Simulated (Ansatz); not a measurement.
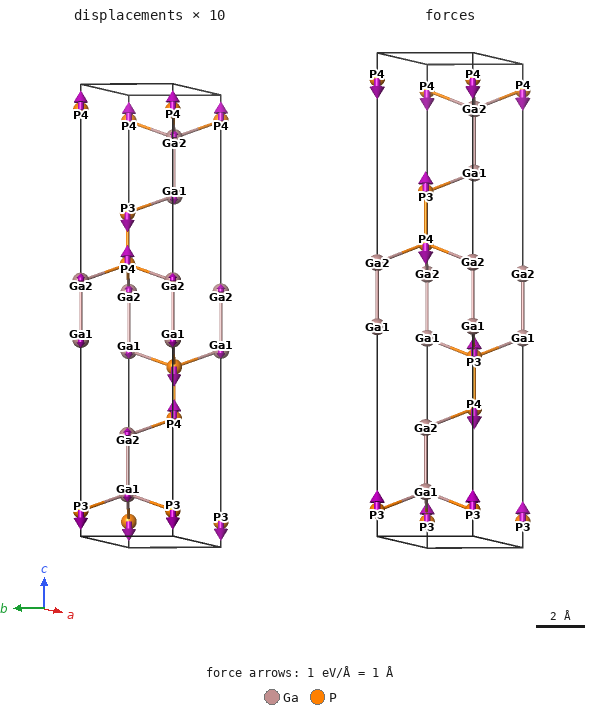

Left: a symmetric starting cell of GaP, with purple arrows for the displacements applied to it (without the part that the change of the cell carries along). Right: the displaced structure with the computed forces. Besides, the cell is strained by +6.9 % along c and +3.9 % across it (volume +15.4 %). Style: ball-and-stick. Shown: the conventional cell (3 times the calculation's cell), from a free direction. Lengths and directions refer to the drawn axes.

These are results of DFT PBEsol, scalar-relativistic, plane waves, PAW in Ansatz 0.2.0, not measurements. Set-up: plane-wave cutoff 420 eV; k-point mesh 9 × 9 × 9; occupations gaussian; smearing width 0.02 eV; no spin polarisation.

**Where do the forces point?**

Atoms are displaced by up to 0.08 Å (root mean square over those that move 0.06 Å) relative to the cell: Ga1 0.03 Å along −c, P4 0.08 Å along +c. No relaxation follows. The starting cell wasn't computed here and needn't be at equilibrium, so pressure and forces aren't due to the change alone. Among the bonded contacts that change: Ga–Ga 2.494 → 2.733 Å, Ga–P 2.403 → 2.526 Å, P–P 2.214 → 2.199 Å. The space group stays R-3m (No. 166). The pressure is −8.6 GPa (not all of it need come from the change, since the unchanged cell can be under pressure at this level too). The principal stresses (compression positive) are −9.5 GPa along c and −8.1 GPa across it. The largest forces, 0.89 eV/Å, act on P3 and P4; on P4 it points along −c. The forces mostly point back along the displacements (cosine −0.91).
